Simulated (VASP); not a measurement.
```
Ho
1.0
     3.96607    0.00000    0.00000
     0.00000    3.96607    0.00000
     0.00000    0.00000    3.96607
Ho
2
Direct
  0.00000 0.00000 0.00000
  0.50000 0.50000 0.50000
```

Space group Im-3m; a generated structure, not necessarily the stable one; computed pressure about 3 GPa in this cell; spin-polarised.

The calculation used Kohn-Sham DFT of a periodic cell, PBE, VASP PAW PBE potentials, recommended (VASP 6.6.1).

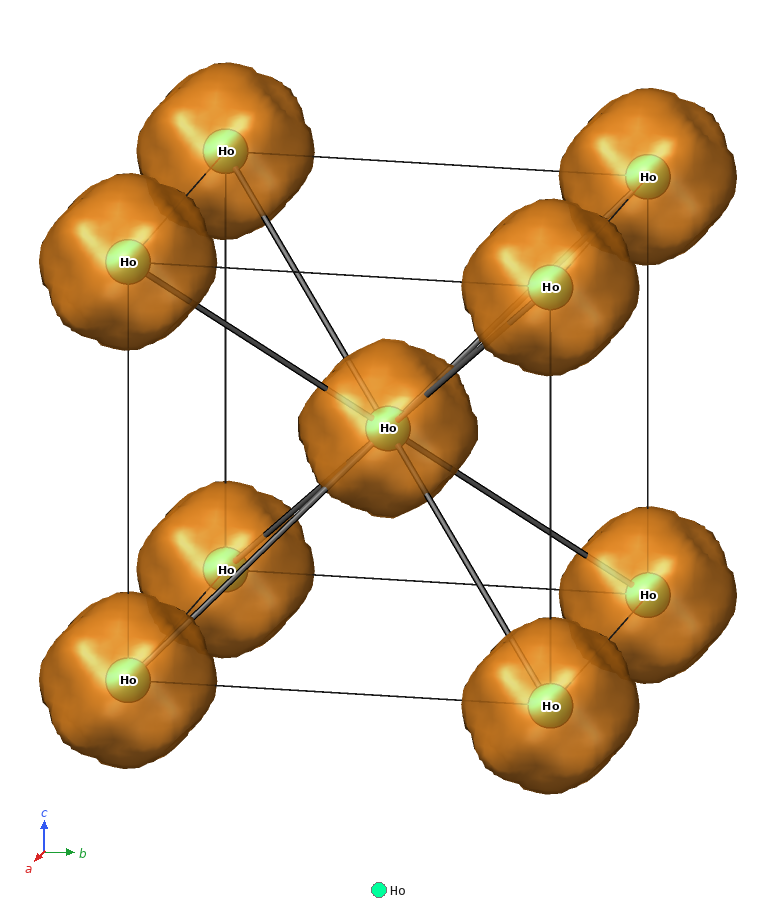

Ho. Isosurfaces of the magnetisation density (up minus down) at +0.3 (orange) and −0.3 e/Å³ (purple), seen slightly off an axis. Sticks mark near contacts.

Which atoms carry the moments, and with what signs?

Answer. The spin density sits on Ho: +3.6 μB (×2) in one cell of 2 atoms: parallel moments, as they must be, since the calculation's own cell holds one magnetic site. The cell of the calculation (1 atoms) carries 3.7 μB of net spin moment. Only one sign reaches the isovalue.
